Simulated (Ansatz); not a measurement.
## Run report: W, geometry relaxation (part 1 of 3)

W (slab, 17 atoms in the cell), computed with DFT PBE+D3(BJ), scalar-relativistic, plane waves, PAW, spin-polarised (Ansatz 0.2.0).

The structure derives from an entry of the Crystallography Open Database. The input holds or restrains some coordinates. Forces given for the steps count only the free coordinates. Figures and captions count atoms from 1; the log counts them from 0 in places.

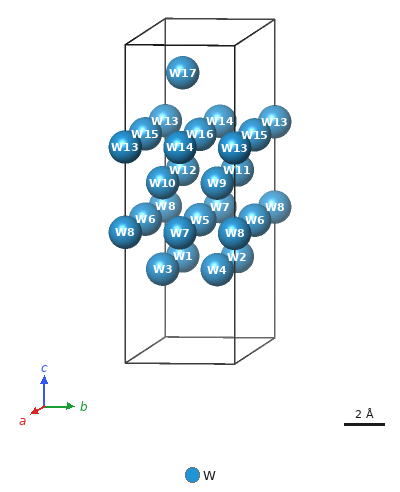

Figure 1. The structure as given in the input (spheres-only view of the cell of the calculation, with the vacuum cut short, seen slightly off an axis; atoms are numbered from 1 in the order of the input). An atom can appear more than once, as a periodic image.

### Results in brief

- outcome: converged under the restraints of the input
- electrons treated: 238
- free energy: −176537.7677 eV
- work function, top face: 3.28 eV
- work function, bottom face: 4.88 eV
- Fermi energy: 5.900 eV
- gap on the k-point mesh: none (metallic)
- net moment of the cell: 0.00 μB
- integrated absolute moment: 0.00 μB
- final volume: 725.69 Å³
- work function (upper face): 3.28 eV
- largest force (length of the vector) at the end, held atoms and coordinates included: 0.557 eV/Å
- hardware: 4 threads of Intel Xeon @ 2.90GHz (Ice Lake), 192 GiB of memory available, shared host
- wall time: 20 min (CPU time 76 min)
- peak memory: 3.4 GiB

The program warns: some starting moments were not kept; the exchange-correlation potential is rough where the density is thin. Spin–orbit coupling is left out, which matters for W.

### Input file
```yaml
crystal:
  lattice:
    - [5.4723966476, 0.0, 0.0]
    - [-1.8241322159, 5.1594250385, 0.0]
    - [0.0, 0.0, 25.7022897284]
  atoms:
    - { symbol: W, position: [0.25, 0.25, 0.3307098351] }
    - { symbol: W, position: [0.25, 0.75, 0.3307098351] }
    - { symbol: W, position: [0.75, 0.25, 0.3307098351] }
    - { symbol: W, position: [0.75, 0.75, 0.3307098351] }
    - { symbol: W, position: [0.5, 0.5, 0.4176319187] }
    - { symbol: W, position: [0.5, 0.0, 0.4176319187] }
    - { symbol: W, position: [0.0, 0.5, 0.4176319187] }
    - { symbol: W, position: [0.0, 0.0, 0.4176319187] }
    - { symbol: W, position: [0.75, 0.75, 0.505017285] }
    - { symbol: W, position: [0.75, 0.25, 0.505017285] }
    - { symbol: W, position: [0.25, 0.75, 0.505017285] }
    - { symbol: W, position: [0.25, 0.25, 0.505017285] }
    - { symbol: W, position: [0.0, 0.0, 0.5896310433] }
    - { symbol: W, position: [0.0, 0.5, 0.5896310433] }
    - { symbol: W, position: [0.5, 0.0, 0.5896310433] }
    - { symbol: W, position: [0.5, 0.5, 0.5896310433] }
    - { symbol: W, position: [0.25, 0.25, 0.7001270353], spin: 4.0 }
basis:
  ecutwfc: 420
kpoints:
  mp_grid: { grid: [6, 6, 1] }
hamiltonian:
  xc: pbe
  dispersion: d3bj
scf:
  occupations: { method: gaussian, width: 0.1 }
output:
  forces: true
  eigenvalues: true
  populations: true
  write_density: true
  write_potential: true
  elf: true
  volumetric_format: npy
magnetization:
  spin_polarized: true
relax:
  adjacent_minimum: "off"
  f_tol: 0.03
  max_steps: 70
  constraints: [{ sites: [0, 1, 2, 3, 4, 5, 6, 7] }]
efield:
  axis: 3
  dipole_correction: true
```

Launched with:
```bash
ansatz run input.yaml --threads 4 --pin off --max-ram 10240MiB --backend cpu --events-out ev --progress --plain --runs-dir out
```

### The program's output
```
Engine: ansatz 0.2.0, x86_64-unknown-linux-gnu
Pseudopotentials: kind: paw
Pseudopotential: W, paw, valence charge 14, recommended cutoff 420 eV (normal), W.paw.azcp
Functional definition: PBE
  parameter kappa = 0.804
  parameter beta = 0.06672455060314922
  exchange = pbe_x(kappa = kappa, mu = beta*pi^2/3)
  correlation = pbe_c(beta = beta)
Crystal: 17 atoms, lattice volume = 725.689 Å³
Basis set: ecut = 420 eV, 14177 PW (Γ), exchange–correlation on 80×80×360 points (8 copies of the dense FFT grid, shifted against one another)
Bands: 146, of which v1, the nominal top of the filled ones, is band 119 counted from 1 (118 counted from 0)
Symmetry: 4 space group operations
k-points: 13 of 36
Non-local potential: W, projectors of the file, l = 0: 3, l = 1: 2, l = 2: 2, l = 3: 1
PAW form: soft (Blöchl's): semilocal exchange-correlation on the pseudo side does not see the compensation charge
PAW one-centre angular grid: W, 590 points (default); XC on 64 Gauss nodes
Initial density: superposition of atomic densities (neutral atoms: chi_scale 0, normalization atom)
Starting moments: Σ|m| = 4 μB on 1 of 17 sites
Initial wavefunctions: pseudopotential atomic-orbital guess
Functional: x = pbe(κ = 0.804, μ = 0.2195149727645171), c = pbe(β = 0.06672455060314922)
SCF iter   1: F=—  HF=-176541.256527 eV  |F-HF|=—  |Δ(HF+E_count)|=         —  Δρ=2.28e-2 (↑2.28e-2 ↓1.98e-2)  dr2=9.30e1  dr2_m=2.02e-1  M=3.265 μB ∫|m|=3.888 μB  β_m=1.00  ethr=3.10e-3  p=0.000 e·Å  D=9.43e-7 V/Å  ΔV_dip=-0.00 eV  dr2_dipole=5.73e0  V_vac-E_F(+/−)=6.88/6.88 eV  ⟨swp⟩=9.3  Hψ=18465  notcnv=0
Mixer restart at iter 1: flushing history
efield: sawtooth ramp at fractional position 0.9654 (placed from the atoms, in the widest stretch of the axis that holds none; the zero of the levels goes with the place), width 0.1000; the density the first Hamiltonian is built on has a dipole p = 0.000 e·Å; the dipole correction subtracts the counter field D = 9.43e-7 V/Å, which shifts the + side's vacuum level by -0.00 eV against the − side's; the planar-averaged density in the ramp window peaks in size at 3.3e-6 e/Å³
preconditioner: auto → LDOS  [metal: Δε(μ)=0.001 eV  Ē_g=5.023 eV  σ=0.100 eV  W_gap=0.01  n_scr=126 (ndim 8)  ℏωp=13.9 eV  f_vac=0.524  D(μ)=16.23/eV (n_scr^D=96)]
spin=Collinear: LDOS preconditioning applied to the charge; magnetization (m = ρ↑ − ρ↓) channel mixes plain (no charge-response kernel on spin).
SCF iter   2: F=—  HF=-176536.320690 eV  |F-HF|=—  |Δ(HF+E_count)|=    4.94e0  Δρ=1.41e-2 (↑1.36e-2 ↓1.41e-2)  dr2=4.70e1  dr2_m=6.59e-3  M=3.331 μB ∫|m|=4.172 μB  β_m=0.51  ethr=3.10e-3  p=0.059 e·Å  D=1.47e-2 V/Å  ΔV_dip=-0.38 eV  dr2_dipole=6.20e0  V_vac-E_F(+/−)=5.89/6.27 eV  ⟨swp⟩=2.2  Hψ=5852  notcnv=0  defer=403
density mixer auto → msr1: a metal under ldos (density of states about μ 1.58 of a free-electron gas's, 126 screened modes)
SCF iter   3: F=—  HF=-176533.018059 eV  |F-HF|=—  |Δ(HF+E_count)|=    3.30e0  Δρ=7.30e-3 (↑6.59e-3 ↓7.30e-3)  dr2=1.86e0  dr2_m=2.17e-1  M=3.258 μB ∫|m|=4.419 μB  β_m=0.59  ethr=3.10e-3  p=0.272 e·Å  D=6.79e-2 V/Å  ΔV_dip=-1.75 eV  dr2_dipole=6.37e-1  V_vac-E_F(+/−)=3.51/5.25 eV  ⟨swp⟩=6.2  Hψ=9473  notcnv=0  defer=411
SCF iter   4: F=—  HF=-176533.260648 eV  |F-HF|=—  |Δ(HF+E_count)|=   2.43e-1  Δρ=3.60e-3 (↑3.60e-3 ↓2.75e-3)  dr2=1.21e-1  dr2_m=5.24e-2  M=3.352 μB ∫|m|=4.539 μB  β_m=0.61  ethr=7.81e-4  p=0.276 e·Å  D=6.88e-2 V/Å  ΔV_dip=-1.77 eV  dr2_dipole=3.36e-6  V_vac-E_F(+/−)=3.35/5.12 eV  ⟨swp⟩=3.5  Hψ=6371  notcnv=0  defer=435
SCF iter   5: F=—  HF=-176533.387922 eV  |F-HF|=—  |Δ(HF+E_count)|=         —  Δρ=3.42e-3 (↑3.42e-3 ↓1.89e-3)  dr2=9.94e-2  dr2_m=4.36e-2  M=3.632 μB ∫|m|=4.869 μB  β_m=0.61  ethr=5.07e-5  p=0.264 e·Å  D=6.59e-2 V/Å  ΔV_dip=-1.69 eV  dr2_dipole=4.38e-2  V_vac-E_F(+/−)=3.38/5.07 eV  ⟨swp⟩=3.2  Hψ=6931  notcnv=0  defer=433
SCF iter   6: F=—  HF=-176533.426146 eV  |F-HF|=—  |Δ(HF+E_count)|=   3.82e-2  Δρ=1.24e-3 (↑1.24e-3 ↓7.65e-4)  dr2=2.32e-2  dr2_m=5.67e-3  M=3.658 μB ∫|m|=4.949 μB  β_m=0.76  ethr=4.18e-5  p=0.242 e·Å  D=6.03e-2 V/Å  ΔV_dip=-1.55 eV  dr2_dipole=1.35e-2  V_vac-E_F(+/−)=3.48/5.03 eV  ⟨swp⟩=2.6  Hψ=6259  notcnv=0  defer=438
SCF iter   7: F=—  HF=-176533.442878 eV  |F-HF|=—  |Δ(HF+E_count)|=   1.67e-2  Δρ=4.34e-4 (↑4.34e-4 ↓2.18e-4)  dr2=6.54e-3  dr2_m=5.05e-4  M=3.701 μB ∫|m|=5.055 μB  β_m=0.81  ethr=9.73e-6  p=0.228 e·Å  D=5.68e-2 V/Å  ΔV_dip=-1.46 eV  dr2_dipole=4.49e-3  V_vac-E_F(+/−)=3.50/4.96 eV  ⟨swp⟩=3.1  Hψ=6900  notcnv=0  defer=438
SCF iter   8: F=—  HF=-176533.444249 eV  |F-HF|=—  |Δ(HF+E_count)|=   1.37e-3  Δρ=1.65e-4 (↑1.56e-4 ↓1.65e-4)  dr2=1.65e-3  dr2_m=1.12e-5  M=3.705 μB ∫|m|=5.095 μB  β_m=0.67  ethr=2.75e-6  p=0.218 e·Å  D=5.43e-2 V/Å  ΔV_dip=-1.40 eV  dr2_dipole=1.35e-4  V_vac-E_F(+/−)=3.53/4.93 eV  ⟨swp⟩=2.6  Hψ=6069  notcnv=0  defer=438
SCF iter   9: F=—  HF=-176533.444065 eV  |F-HF|=—  |Δ(HF+E_count)|=   1.84e-4  Δρ=7.03e-5 (↑7.03e-5 ↓5.61e-5)  dr2=1.15e-4  dr2_m=1.24e-5  M=3.704 μB ∫|m|=5.098 μB  β_m=0.69  ethr=6.94e-7  p=0.216 e·Å  D=5.39e-2 V/Å  ΔV_dip=-1.39 eV  dr2_dipole=9.18e-6  V_vac-E_F(+/−)=3.54/4.92 eV  ⟨swp⟩=2.9  Hψ=5693  notcnv=0  defer=438
SCF iter  10: F=—  HF=-176533.444101 eV  |F-HF|=—  |Δ(HF+E_count)|=   3.61e-5  Δρ=2.24e-5 (↑2.24e-5 ↓1.99e-5)  dr2=1.41e-5  dr2_m=1.78e-6  M=3.701 μB ∫|m|=5.097 μB  β_m=0.76  ethr=4.85e-8  p=0.216 e·Å  D=5.38e-2 V/Å  ΔV_dip=-1.38 eV  dr2_dipole=2.48e-7  V_vac-E_F(+/−)=3.54/4.92 eV  ⟨swp⟩=3.0  Hψ=7469  notcnv=0  defer=438
SCF iter  11: F=-176533.444109 eV  HF=-176533.444111 eV  |F-HF|=1.68e-6  |Δ(HF+E_count)|=   9.27e-6  Δρ=8.42e-6 (↑8.42e-6 ↓7.14e-6)  dr2=3.25e-6  dr2_m=1.56e-7  M=3.700 μB ∫|m|=5.097 μB  ethr=5.90e-9  p=0.215 e·Å  D=5.37e-2 V/Å  ΔV_dip=-1.38 eV  dr2_dipole=4.64e-7  V_vac-E_F(+/−)=3.54/4.92 eV  ⟨swp⟩=26.8  Hψ=43330  notcnv=0
SCF 1 converged in 11 iterations: F = -176533.444109 eV  dr2 = 3.25e-6
  greatest PAW one-centre occupation: 1.000 electrons in one spin orbital (limit 2), on the W atom at site 16 (counted from 0), in its partial waves of l = 0
relax step   1: F+E_penalty+E_count = -176533.44410886 eV  Δ(F+E_penalty+E_count) = +0.000e0 eV  max|allowed force component| = 3.283e0 eV/Å  Δτ_max = 0.0000 Å  (11 SCF iters, dr2 threshold 2.25e-5 eV, accepted)
Initial density: handed on by an earlier stage of this run
Starting moments: Σ|m| = 4 μB on 1 of 17 sites; this step starts from the density that it was given
Initial wavefunctions: those handed on with the density
iter 1 solved again at ethr=3.05e-4 eV; its pass at ethr=3.10e-3 eV (dr2=7.27e-1 eV) is discarded
SCF iter   1: F=—  HF=-176534.236166 eV  |F-HF|=—  |Δ(HF+E_count)|=         —  Δρ=8.91e-3 (↑8.91e-3 ↓7.68e-3)  dr2=7.23e-1  dr2_m=4.05e-1  M=2.744 μB ∫|m|=4.385 μB  β_m=1.00  ethr=3.05e-4  p=0.215 e·Å  D=5.37e-2 V/Å  ΔV_dip=-1.38 eV  dr2_dipole=3.85e-2  V_vac-E_F(+/−)=3.54/4.92 eV  ⟨swp⟩=2.1  Hψ=11824  notcnv=0  defer=376
efield: sawtooth ramp at fractional position 0.9654 (handed on by an earlier solve), width 0.1000; the density the first Hamiltonian is built on has a dipole p = 0.215 e·Å; the dipole correction subtracts the counter field D = 5.37e-2 V/Å, which shifts the + side's vacuum level by -1.38 eV against the − side's; the planar-averaged density in the ramp window peaks in size at 3.7e-6 e/Å³
preconditioner: auto → LDOS  [metal: Δε(μ)=0.004 eV  Ē_g=4.560 eV  σ=0.100 eV  W_gap=0.02  n_scr=126 (ndim 8)  ℏωp=13.9 eV  f_vac=0.534  D(μ)=12.37/eV (n_scr^D=76)]
spin=Collinear: LDOS preconditioning applied to the charge; magnetization (m = ρ↑ − ρ↓) channel mixes plain (no charge-response kernel on spin).
SCF iter   2: F=—  HF=-176534.482678 eV  |F-HF|=—  |Δ(HF+E_count)|=   2.47e-1  Δρ=3.41e-3 (↑3.41e-3 ↓2.18e-3)  dr2=3.53e-1  dr2_m=2.11e-2  M=2.397 μB ∫|m|=4.043 μB  β_m=0.35  ethr=3.04e-4  p=0.231 e·Å  D=5.76e-2 V/Å  ΔV_dip=-1.48 eV  dr2_dipole=8.86e-3  V_vac-E_F(+/−)=3.44/4.92 eV  ⟨swp⟩=2.8  Hψ=6556  notcnv=0  defer=395
density mixer auto → msr1: a metal under ldos (density of states about μ 1.48 of a free-electron gas's, 126 screened modes)
SCF iter   3: F=—  HF=-176534.364285 eV  |F-HF|=—  |Δ(HF+E_count)|=   1.18e-1  Δρ=2.06e-3 (↑1.63e-3 ↓2.06e-3)  dr2=5.52e-2  dr2_m=1.46e-2  M=2.386 μB ∫|m|=3.999 μB  β_m=0.52  ethr=1.48e-4  p=0.249 e·Å  D=6.22e-2 V/Å  ΔV_dip=-1.60 eV  dr2_dipole=3.05e-4  V_vac-E_F(+/−)=3.32/4.92 eV  ⟨swp⟩=2.8  Hψ=5846  notcnv=0  defer=411
SCF iter   4: F=—  HF=-176534.351268 eV  |F-HF|=—  |Δ(HF+E_count)|=   1.30e-2  Δρ=6.69e-4 (↑6.69e-4 ↓6.26e-4)  dr2=2.23e-3  dr2_m=2.38e-3  M=2.618 μB ∫|m|=4.215 μB  β_m=0.76  ethr=2.32e-5  p=0.258 e·Å  D=6.43e-2 V/Å  ΔV_dip=-1.65 eV  dr2_dipole=3.74e-4  V_vac-E_F(+/−)=3.26/4.92 eV  ⟨swp⟩=2.5  Hψ=6198  notcnv=0  defer=411
SCF iter   5: F=—  HF=-176534.355617 eV  |F-HF|=—  |Δ(HF+E_count)|=         —  Δρ=4.17e-4 (↑4.17e-4 ↓4.07e-4)  dr2=4.09e-4  dr2_m=1.04e-3  M=2.691 μB ∫|m|=4.300 μB  β_m=0.76  ethr=9.37e-7  p=0.257 e·Å  D=6.40e-2 V/Å  ΔV_dip=-1.65 eV  dr2_dipole=3.04e-6  V_vac-E_F(+/−)=3.27/4.92 eV  ⟨swp⟩=3.2  Hψ=7267  notcnv=0  defer=411
Mixer restart at iter 5: flushing history
SCF iter   6: F=—  HF=-176534.356412 eV  |F-HF|=—  |Δ(HF+E_count)|=   7.95e-4  Δρ=2.50e-4 (↑2.50e-4 ↓2.29e-4)  dr2=1.64e-4  dr2_m=3.50e-4  M=2.714 μB ∫|m|=4.333 μB  β_m=0.88  ethr=1.72e-7  p=0.256 e·Å  D=6.38e-2 V/Å  ΔV_dip=-1.64 eV  dr2_dipole=7.33e-8  V_vac-E_F(+/−)=3.28/4.92 eV  ⟨swp⟩=3.5  Hψ=7831  notcnv=0  defer=409
SCF iter   7: F=—  HF=-176534.356672 eV  |F-HF|=—  |Δ(HF+E_count)|=   2.60e-4  Δρ=1.31e-4 (↑1.31e-4 ↓1.03e-4)  dr2=4.03e-4  dr2_m=5.84e-5  M=2.731 μB ∫|m|=4.359 μB  β_m=0.94  ethr=6.91e-8  p=0.255 e·Å  D=6.37e-2 V/Å  ΔV_dip=-1.64 eV  dr2_dipole=7.51e-5  V_vac-E_F(+/−)=3.28/4.92 eV  ⟨swp⟩=3.4  Hψ=8213  notcnv=0  defer=409
SCF iter   8: F=—  HF=-176534.356779 eV  |F-HF|=—  |Δ(HF+E_count)|=   1.07e-4  Δρ=4.23e-5 (↑4.23e-5 ↓2.26e-5)  dr2=1.19e-4  dr2_m=2.61e-6  M=2.753 μB ∫|m|=4.389 μB  β_m=0.97  ethr=6.91e-8  p=0.254 e·Å  D=6.34e-2 V/Å  ΔV_dip=-1.63 eV  dr2_dipole=6.20e-5  V_vac-E_F(+/−)=3.29/4.92 eV  ⟨swp⟩=3.3  Hψ=7273  notcnv=0  defer=409
SCF iter   9: F=-176534.356740 eV  HF=-176534.356779 eV  |F-HF|=3.94e-5  |Δ(HF+E_count)|=   4.30e-8  Δρ=1.95e-5 (↑1.95e-5 ↓1.81e-5)  dr2=3.41e-5  dr2_m=3.34e-7  M=2.754 μB ∫|m|=4.392 μB  ethr=4.20e-8  p=0.254 e·Å  D=6.33e-2 V/Å  ΔV_dip=-1.63 eV  dr2_dipole=1.23e-5  V_vac-E_F(+/−)=3.29/4.92 eV  ⟨swp⟩=24.2  Hψ=42783  notcnv=0
SCF 2 converged in 9 iterations: F = -176534.356740 eV  dr2 = 3.41e-5
relax step   2: F+E_penalty+E_count = -176534.35673996 eV  Δ(F+E_penalty+E_count) = -9.126e-1 eV  max|allowed force component| = 4.379e0 eV/Å  Δτ_max = 0.1949 Å  (9 SCF iters, dr2 threshold 1.00e-4 eV, accepted)
[... from here on the SCF iterations and repeated set-up lines of each step are left out, up to the last step ...]
SCF 3 converged in 11 iterations: F = -176535.509638 eV  dr2 = 2.88e-6
relax step   3: F+E_penalty+E_count = -176535.50963821 eV  Δ(F+E_penalty+E_count) = -1.153e0 eV  max|allowed force component| = 5.561e0 eV/Å  Δτ_max = 0.1962 Å  (11 SCF iters, dr2 threshold 1.00e-4 eV, accepted)
SCF 4 converged in 10 iterations: F = -176536.740691 eV  dr2 = 2.62e-6
relax step   4: F+E_penalty+E_count = -176536.74069055 eV  Δ(F+E_penalty+E_count) = -1.231e0 eV  max|allowed force component| = 4.842e0 eV/Å  Δτ_max = 0.1949 Å  (10 SCF iters, dr2 threshold 1.00e-4 eV, accepted)
SCF 5 converged in 9 iterations: F = -176537.476159 eV  dr2 = 1.74e-6
relax step   5: F+E_penalty+E_count = -176537.47615870 eV  Δ(F+E_penalty+E_count) = -7.355e-1 eV  max|allowed force component| = 1.670e0 eV/Å  Δτ_max = 0.1907 Å  (9 SCF iters, dr2 threshold 1.00e-4 eV, accepted)
SCF 6 converged in 9 iterations: F = -176537.744576 eV  dr2 = 5.61e-7
relax step   6: F+E_penalty+E_count = -176537.74457567 eV  Δ(F+E_penalty+E_count) = -2.684e-1 eV  max|allowed force component| = 4.319e-1 eV/Å  Δτ_max = 0.1946 Å  (9 SCF iters, dr2 threshold 1.00e-4 eV, accepted)
SCF 7 converged in 9 iterations: F = -176537.754878 eV  dr2 = 5.56e-8
relax step   7: F+E_penalty+E_count = -176537.75487753 eV  Δ(F+E_penalty+E_count) = -1.030e-2 eV  max|allowed force component| = 3.258e-1 eV/Å  Δτ_max = 0.0631 Å  (9 SCF iters, dr2 threshold 1.25e-5 eV, accepted)
SCF 8 converged in 8 iterations: F = -176537.767722 eV  dr2 = 7.04e-8
relax step   8: F+E_penalty+E_count = -176537.76772213 eV  Δ(F+E_penalty+E_count) = -1.284e-2 eV  max|allowed force component| = 2.708e-2 eV/Å  Δτ_max = 0.0282 Å  (8 SCF iters, dr2 threshold 7.10e-6 eV, accepted)
iter 1 solved again at ethr=2.62e-11 eV; its pass at ethr=3.10e-3 eV (dr2=6.23e-8 eV) is discarded
SCF iter   1: F=—  HF=-176537.767722 eV  |F-HF|=—  |Δ(HF+E_count)|=         —  Δρ=1.83e-6 (↑1.73e-6 ↓1.83e-6)  dr2=6.23e-8  dr2_m=1.65e-8  M=0.000 μB ∫|m|=0.001 μB  β_m=0.46  ethr=2.62e-11  p=0.251 e·Å  D=6.25e-2 V/Å  ΔV_dip=-1.61 eV  dr2_dipole=9.38e-10  V_vac-E_F(+/−)=3.28/4.88 eV  ⟨swp⟩=1.0  Hψ=8945  notcnv=0
efield: sawtooth ramp at fractional position 0.9654 (handed on by an earlier solve), width 0.1000; the density the first Hamiltonian is built on has a dipole p = 0.251 e·Å; the dipole correction subtracts the counter field D = 6.25e-2 V/Å, which shifts the + side's vacuum level by -1.61 eV against the − side's; the planar-averaged density in the ramp window peaks in size at 2.9e-6 e/Å³
preconditioner: auto → LDOS  [metal: Δε(μ)=0.031 eV  Ē_g=4.681 eV  σ=0.100 eV  W_gap=0.17  n_scr=88 (ndim 8)  ℏωp=13.9 eV  f_vac=0.552  D(μ)=10.39/eV (n_scr^D=62)]
spin=Collinear: LDOS preconditioning applied to the charge; magnetization (m = ρ↑ − ρ↓) channel mixes plain (no charge-response kernel on spin).
iter 2 did not close the SCF: its close was put off for a magnetic moment that had not settled (scf_convergence_deferred on its scf_iter line)
SCF iter   2: F=-176537.767722 eV  HF=-176537.767722 eV  |F-HF|=7.33e-9  |Δ(HF+E_count)|=   1.46e-8  Δρ=1.17e-6 (↑9.64e-7 ↓1.17e-6)  dr2=1.14e-8  dr2_m=6.86e-9  M=0.000 μB ∫|m|=0.000 μB  β_m=0.48  ethr=2.62e-11  p=0.251 e·Å  D=6.25e-2 V/Å  ΔV_dip=-1.61 eV  dr2_dipole=7.03e-11  V_vac-E_F(+/−)=3.28/4.88 eV  ⟨swp⟩=9.5  Hψ=26137  notcnv=0
density mixer auto → msr1: a metal under ldos (density of states about μ 1.34 of a free-electron gas's, 126 screened modes)
iter 3 did not close the SCF: its close was put off for a magnetic moment that had not settled (scf_convergence_deferred on its scf_iter line)
SCF iter   3: F=-176537.767722 eV  HF=-176537.767722 eV  |F-HF|=2.53e-9  |Δ(HF+E_count)|=   2.00e-8  Δρ=5.46e-7 (↑5.29e-7 ↓5.46e-7)  dr2=9.43e-10  dr2_m=1.87e-9  M=0.000 μB ∫|m|=0.000 μB  β_m=0.66  ethr=4.79e-12  p=0.251 e·Å  D=6.25e-2 V/Å  ΔV_dip=-1.61 eV  dr2_dipole=1.46e-10  V_vac-E_F(+/−)=3.28/4.88 eV  ⟨swp⟩=8.7  Hψ=25132  notcnv=0
SCF iter   4: F=-176537.767722 eV  HF=-176537.767722 eV  |F-HF|=2.91e-11  |Δ(HF+E_count)|=   5.73e-9  Δρ=8.90e-8 (↑8.90e-8 ↓7.89e-8)  dr2=2.68e-10  dr2_m=2.38e-11  M=-0.000 μB ∫|m|=0.000 μB  ethr=1.00e-12  p=0.251 e·Å  D=6.25e-2 V/Å  ΔV_dip=-1.61 eV  dr2_dipole=7.30e-12  V_vac-E_F(+/−)=3.28/4.88 eV  ⟨swp⟩=8.0  Hψ=25359  notcnv=0
the starting moments were not kept: the SCF closed with an absolute magnetisation of 3.0e-5 μB, where they sum to 4 μB in size (1 site). That is at most 0.1 of that sum. Measured as dr2_m measures the in/out step, that magnetisation stands 2.3e-11 eV from none, at or under the dr2_threshold of 1.0e-7 eV: it is no larger than a step whose dr2_m would equal this threshold.
SCF 9 converged in 4 iterations: F = -176537.767722 eV  dr2 = 2.68e-10
relax step   9: F+E_penalty+E_count = -176537.76772220 eV  Δ(F+E_penalty+E_count) = -7.055e-8 eV  max|allowed force component| = 2.709e-2 eV/Å  Δτ_max = 0.0000 Å  (4 SCF iters, accepted)
```
